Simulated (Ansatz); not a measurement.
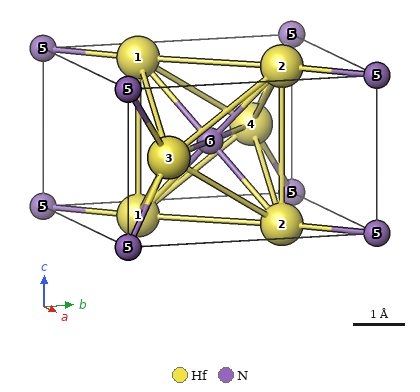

**Figure 1.** The input geometry (ball-and-stick view of the cell of the calculation, seen slightly off an axis; atoms are numbered from 1 in the order of the input).

# Single-point calculation of Hf₂N

The run: single-point calculation of Hf₂N (Pnnm, 6 atoms in the cell). Method and program: DFT LDA, scalar-relativistic, plane waves, PAW, PAW set soft_1, no spin polarisation (Ansatz 0.2.0).

The structure derives from a Materials Project entry. Figures and captions count atoms from 1; the log counts them from 0 in places.

## The program's output
```
Warning: [file] the record states the generating functional pbe (its physics header spells it `PBE`), which answers neither for hamiltonian.xc's functional nor for the lda family's — results may be inconsistent (PPs are generated against a specific XC)
Warning: [file] the record states the generating functional pbe (its physics header spells it `PBE`), which answers neither for hamiltonian.xc's functional nor for the lda family's — results may be inconsistent (PPs are generated against a specific XC)
Engine: ansatz 0.2.0, aarch64-unknown-linux-gnu
Pseudopotentials: kind: paw
Pseudopotential: Hf, paw, valence charge 26, recommended cutoff 420 eV (normal), [file]
Pseudopotential: N, paw, valence charge 5, recommended cutoff 420 eV (normal), [file]
Functional definition: SPW92
  exchange = slater_x
  correlation = pw_c
Crystal: 6 atoms, lattice volume = 88.289 Å³
Basis set: ecut = 520 eV, 2359 PW (Γ)
Bands: 69, of which v1, the nominal top of the filled ones, is band 57 counted from 1 (56 counted from 0)
Symmetry: 8 space group operations
Space group: Pnnm (ITA 58), of the structure as read, at distance tolerance 4.5e-5 Å
k-points: 175 of 768
Non-local potential: Hf, projectors of the file, l = 0: 3, l = 1: 2, l = 2: 2, l = 3: 3
Non-local potential: N, projectors of the file, l = 0: 2, l = 1: 2, l = 2: 1
PAW form: soft (Blöchl's): semilocal exchange-correlation on the pseudo side does not see the compensation charge
PAW frozen core: Hf, regenerated for the run's functional, and the local potential with it (the file was generated under x = pbe(κ = 0.804, μ = 0.2195149727645171), c = pbe(β = 0.06672455060314922))
PAW frozen core: N, regenerated for the run's functional, and the local potential with it (the file was generated under x = pbe(κ = 0.804, μ = 0.2195149727645171), c = pbe(β = 0.06672455060314922))
PAW one-centre angular grid: Hf, 590 points (default); XC on 64 Gauss nodes
PAW one-centre angular grid: N, 110 points (default); XC on 64 Gauss nodes
Initial density: superposition of atomic densities (chi_scale 0.1, normalization cell, long waves kept (reshape's long-wave potential 0.00 eV rms))
Initial wavefunctions: pseudopotential atomic-orbital guess
Functional: x = slater, c = lda
SCF iter   1: F=—  HF=-62666.170464 eV  |F-HF|=—  |Δ(HF+E_count)|=         —  Δρ=3.83e-2  dr2=7.52e-1  ethr=3.10e-3  ⟨swp⟩=5.3  Hψ=36958  notcnv=0  defer=138
preconditioner: auto → Kerker (q_TF=auto, 2.847 Å⁻¹)  [metal: Δε(μ)=0.007 eV  Ē_g=17.612 eV  σ=0.150 eV  W_gap=0.02  n_scr=38 (ndim 8)  ℏωp=40.7 eV  f_vac=0.000  D(μ)=2.14/eV (n_scr^D=10)]
SCF iter   2: F=—  HF=-62666.092920 eV  |F-HF|=—  |Δ(HF+E_count)|=   7.75e-2  Δρ=2.06e-2  dr2=2.73e-1  ethr=6.60e-4  ⟨swp⟩=1.7  Hψ=14419  notcnv=0  defer=391
SCF iter   3: F=—  HF=-62666.064969 eV  |F-HF|=—  |Δ(HF+E_count)|=   2.80e-2  Δρ=5.67e-3  dr2=4.47e-2  ethr=2.40e-4  ⟨swp⟩=2.0  Hψ=19342  notcnv=0  defer=391
SCF iter   4: F=—  HF=-62666.044461 eV  |F-HF|=—  |Δ(HF+E_count)|=   2.05e-2  Δρ=3.45e-3  dr2=1.22e-2  ethr=3.92e-5  ⟨swp⟩=2.0  Hψ=21118  notcnv=0  defer=391
SCF iter   5: F=—  HF=-62666.041168 eV  |F-HF|=—  |Δ(HF+E_count)|=   3.29e-3  Δρ=1.60e-3  dr2=2.25e-3  ethr=1.07e-5  ⟨swp⟩=2.0  Hψ=17981  notcnv=0  defer=393
SCF iter   6: F=—  HF=-62666.040023 eV  |F-HF|=—  |Δ(HF+E_count)|=   1.14e-3  Δρ=3.81e-4  dr2=1.62e-4  ethr=1.98e-6  ⟨swp⟩=2.0  Hψ=18327  notcnv=0  defer=452
SCF iter   7: F=—  HF=-62666.040026 eV  |F-HF|=—  |Δ(HF+E_count)|=   2.96e-6  Δρ=1.17e-4  dr2=2.14e-5  ethr=1.42e-7  ⟨swp⟩=2.0  Hψ=21268  notcnv=0  defer=476
SCF iter   8: F=—  HF=-62666.040008 eV  |F-HF|=—  |Δ(HF+E_count)|=   1.80e-5  Δρ=3.65e-5  dr2=1.23e-6  ethr=1.88e-8  ⟨swp⟩=2.0  Hψ=18576  notcnv=0  defer=808
SCF iter   9: F=-62666.040008 eV  HF=-62666.040008 eV  |F-HF|=4.98e-8  |Δ(HF+E_count)|=   1.97e-7  Δρ=8.39e-6  dr2=5.64e-8  ethr=8.77e-11  ⟨swp⟩=13.2  Hψ=99319  notcnv=0
SCF 1 converged in 9 iterations: F = -62666.040008 eV  dr2 = 5.64e-8
  greatest PAW one-centre occupation: 0.998 electrons in one spin orbital (limit 2), on the Hf atom at site 3 (counted from 0), in its partial waves of l = 3
```

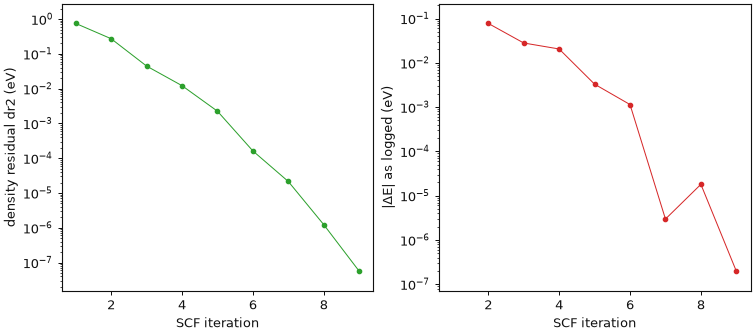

**Figure 2.** Convergence of the self-consistent field: density residual dr2 and size of the energy change against the SCF iteration. The residual falls at every step.

```
SCF converged after 9 iterations
Free energy (F): -62666.040008 eV
Harris-Foulkes:  -62666.040008 eV  (|F-HF|=4.98e-8)
Internal energy: -62666.014095 eV  (E = F + TS)
E sigma→0 (E₀):  -62666.027051 eV
Entropy (-TS):   -0.025913 eV (-4.319 meV/atom)
Fermi energy:    19.735492 eV
--- Per-component energies (eV) ---
  E_band       = 254.856112
  E_kinetic    = 1903.994252
  E_local      = -24512.869822  (includes V_loc(G=0)·N_el)
  E_nonlocal   = 368.151411
  E_hartree    = 11995.205769
  E_xc         = -1180.104115
  E_vxc        = -1176.352579  (∫ρ·V_xc dr)
  E_paw        = -30059.791122  (= ΣΔE_a)
  E_vpaw       = -318.473724  (= ΣTr[D̂ρ^β])
  E_aug_tail   = 0.000236  (compensation charges beyond the density's cutoff)
  E_ewald      = -21190.589145
  E_core_change = 9.988440  (= ΣΔE_core)
  E_smearing   = -0.025913  (= −TS)
  E_closure    = -0.000000  (closes the sum)
  Σ components = -62666.040008   (vs F -62666.040008, Δ=0.00e0)
--- Forces (eV/Å), atoms counted from 1 ---
  atom   1  Hf    -0.05356871     0.16626600     0.00000000
  atom   2  Hf     0.05356871    -0.16626600     0.00000000
  atom   3  Hf    -0.05356871    -0.16626600     0.00000000
  atom   4  Hf     0.05356871     0.16626600     0.00000000
  atom   5  N      0.00000000     0.00000000     0.00000000
  atom   6  N      0.00000000     0.00000000     0.00000000
  max |Σ_I F_I| component: 2.78e-17 eV/Å
--- Stress (GPa, compression-positive) ---
        4.228831       0.000000       0.000000
        0.000000      -4.391131       0.000000
        0.000000       0.000000      -1.404151
  P = ⅓ Tr σ = -0.5222 GPa (-5.222 kbar)
--- Band table (eV; the first three rows and the last of 175) ---
  k-point 0: bands = ["-41.8086", "-41.7402", "-41.7255", "-41.7008", "-11.3529", "-10.8315", "-10.8246", "-10.6594", "-10.5028", "-10.3402", "-10.2650", "-10.2158", "-10.1338", "-10.1048", "-10.0638", "-10.0517", "3.6568", "5.5645", "8.2171", "8.2192", "8.2204", "8.2384", "8.2527", "8.2566", "8.2615", "8.2668", "8.2733", "8.2744", "8.2761", "8.2763", "8.2803", "8.2876", "8.2891", "8.2982", "8.3042", "8.3049", "8.3098", "8.3133", "8.3157", "8.3183", "8.3239", "8.3294", "8.3426", "8.3504", "8.3567", "8.3892", "12.7785", "13.0751", "14.2000", "14.9985", "15.0710", "15.4058", "16.3253", "17.5716", "19.8208", "20.4511", "20.5911", "20.7775", "21.1390", "21.1794", "21.5435", "22.0018", "22.5951", "22.6237", "23.0497", "23.7424", "25.7697", "26.4354", "26.4730"]
  k-point 1: bands = ["-41.8055", "-41.7387", "-41.7244", "-41.7013", "-11.3337", "-10.8166", "-10.8092", "-10.6475", "-10.5263", "-10.3522", "-10.2957", "-10.2493", "-10.1491", "-10.1385", "-10.0725", "-10.0602", "3.7189", "5.5548", "8.2201", "8.2225", "8.2242", "8.2413", "8.2481", "8.2553", "8.2639", "8.2699", "8.2722", "8.2743", "8.2750", "8.2760", "8.2780", "8.2883", "8.2889", "8.3000", "8.3021", "8.3075", "8.3096", "8.3153", "8.3165", "8.3191", "8.3206", "8.3329", "8.3397", "8.3480", "8.3537", "8.3864", "12.9080", "13.2049", "13.9658", "15.0850", "15.2708", "15.4015", "16.1720", "17.7046", "19.7319", "20.0758", "20.2700", "20.5179", "20.8980", "21.5189", "21.7116", "22.5504", "22.6600", "22.7427", "23.2890", "23.7189", "25.9196", "26.2392", "26.3304"]
  k-point 2: bands = ["-41.7966", "-41.7345", "-41.7217", "-41.7031", "-11.2785", "-10.7735", "-10.7645", "-10.6131", "-10.5872", "-10.3919", "-10.3771", "-10.3382", "-10.2617", "-10.1543", "-10.1033", "-10.0879", "3.8898", "5.5181", "8.2286", "8.2315", "8.2346", "8.2410", "8.2494", "8.2539", "8.2645", "8.2682", "8.2693", "8.2696", "8.2771", "8.2784", "8.2821", "8.2894", "8.2926", "8.2960", "8.2973", "8.3113", "8.3117", "8.3141", "8.3168", "8.3189", "8.3209", "8.3325", "8.3410", "8.3453", "8.3461", "8.3778", "13.2620", "13.5553", "13.6082", "15.1170", "15.3828", "15.7799", "15.7823", "18.0556", "19.3554", "19.4887", "19.7126", "19.8526", "21.1981", "21.8950", "22.1983", "22.7468", "22.9823", "23.0177", "23.7170", "23.9675", "25.8534", "26.1752", "26.2512"]
  k-point 174: bands = ["-41.7319", "-41.7319", "-41.7168", "-41.7168", "-11.1815", "-11.1815", "-10.9348", "-10.9348", "-10.3852", "-10.3852", "-10.3790", "-10.3790", "-10.2839", "-10.2839", "-10.1966", "-10.1966", "4.8179", "4.8179", "8.2422", "8.2422", "8.2640", "8.2640", "8.2664", "8.2664", "8.2704", "8.2704", "8.2749", "8.2749", "8.2793", "8.2793", "8.2921", "8.2921", "8.2998", "8.2998", "8.3013", "8.3013", "8.3071", "8.3071", "8.3181", "8.3181", "8.3185", "8.3185", "8.3210", "8.3210", "8.3584", "8.3584", "14.0471", "14.0471", "14.2478", "14.2478", "14.8088", "14.8088", "17.9709", "17.9709", "18.7000", "18.7000", "19.4828", "19.4828", "21.3786", "21.3786", "22.6884", "22.6884", "24.5573", "24.5573", "25.6624", "25.6624", "26.0584", "26.0584", "26.9402"]
```

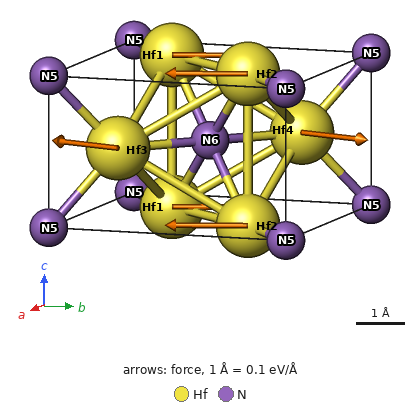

**Figure 3.** Forces on the atoms as orange arrows (ball-and-stick view of the cell of the calculation, seen slightly off an axis; atoms are numbered from 1 in the order of the input). The largest act on all 4 Hf atoms (0.17 eV/Å). The geometry is not a stationary point of this energy.

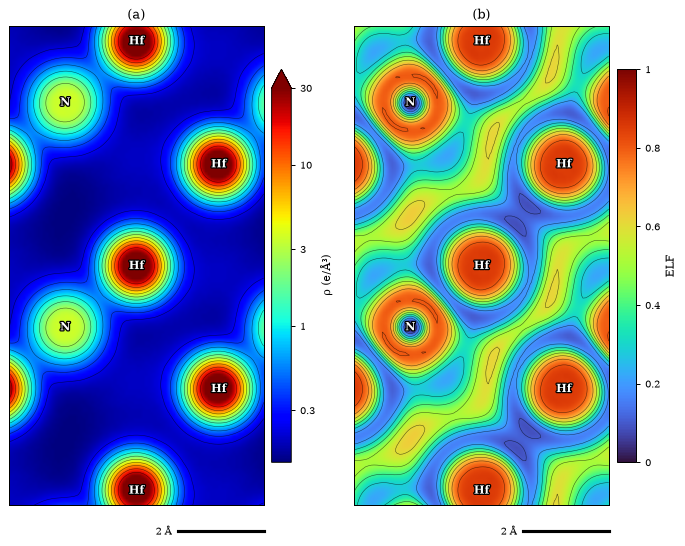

**Figure 4.** (a) valence pseudo-density; (b) ELF on the (001) plane of the conventional cell. Atoms in the plane: Hf and N. Hf–N (2.20 Å): the density is about 0.57 e/Å³ at the midpoint; the ELF peaks at about 0.80 in the valence shell of N, 0.7 Å from its nucleus, and drops to about 0.15 between the two atoms (a polar contact without a shared pair, in a metal). Hf–Hf (3.06 Å): ρ at the midpoint is about 0.2 e/Å³; the ELF is about 0.10 at the midpoint; no localised pair between them. Away from the nuclei the density in this plane falls to 0.14 e/Å³ at its lowest. 5. The strong features right at Hf lie inside the PAW spheres (semicore, d or f shells) and say nothing about bonding. Core electrons are frozen (PAW), so the fields are smoothed inside the atomic spheres.

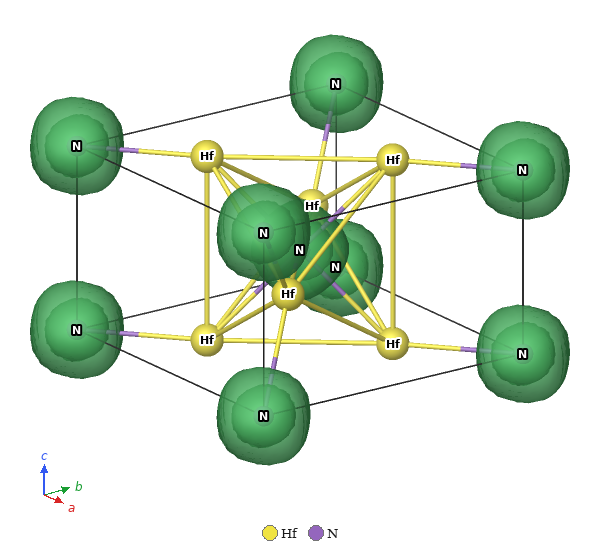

**Figure 5.** Isosurface of the ELF at 0.75 (green), seen at an oblique angle. Core shells and regions of very low density are left out. Sticks mark near contacts. The outline is the cell set on symmetry axes. Values along the shortest contacts: Hf–N (2.20 Å): the ELF peaks at about 0.80 in the valence shell of N, 0.7 Å from its nucleus, and drops to about 0.15 between the two atoms (no shared pair; the contact is polar). Hf–Hf (3.06 Å): the ELF is about 0.10 at the midpoint; no localised pair between them.

The run was set up as follows.

## Input file
```yaml
crystal:
  lattice:
    - [5.2521585898, 0.0, 0.0]
    - [0.0, 5.2521585898, 0.0]
    - [0.0, 0.0, 3.2005839592]
  atoms:
    - { symbol: Hf, position: [0.3169444978, 0.2738623696, 0.0] }
    - { symbol: Hf, position: [0.6830555022, 0.7261376304, 0.0] }
    - { symbol: Hf, position: [0.8169444978, 0.2261376304, 0.5] }
    - { symbol: Hf, position: [0.1830555022, 0.7738623696, 0.5] }
    - { symbol: "N", position: [0.0, 0.0, 0.0] }
    - { symbol: "N", position: [0.5, 0.5, 0.5] }
basis:
  ecutwfc: 520.0
kpoints:
  mp_grid: { grid: [8, 8, 12] }
hamiltonian:
  xc: lda
  pseudopotentials: { kind: paw, azcp: { folder: soft_1 } }
scf:
  occupations: { method: gaussian, width: 0.15 }
output:
  forces: true
  stress: true
  eigenvalues: true
  write_density: true
  write_potential: true
  elf: true
  volumetric_format: npy
```

Launch command:
```bash
ansatz run input.yaml --threads 4 --pin off --max-ram 8192MiB --backend cpu --events-out ev --progress --plain --runs-dir out
```

## Key numbers

| quantity | value |
| --- | --- |
| outcome | converged |
| space group (tolerance 0.01 Å) | Pnnm (58) |
| electrons treated | 114 |
| free energy | −62666.0400 eV |
| Fermi energy | 19.735 eV |
| gap on the k-point mesh | none (metallic) |
| pressure | −0.52 GPa |
| largest force (length of the vector) | 0.175 eV/Å |
| hardware | 4 threads of Arm Neoverse N1, 98 GiB of memory available, shared host |
| wall time | 55 s (CPU time 3.6 min) |
| peak memory | 1.2 GiB |

## Remarks

Warnings of the run: the PAW datasets were made with another functional. Spin–orbit coupling is left out, which matters for Hf.
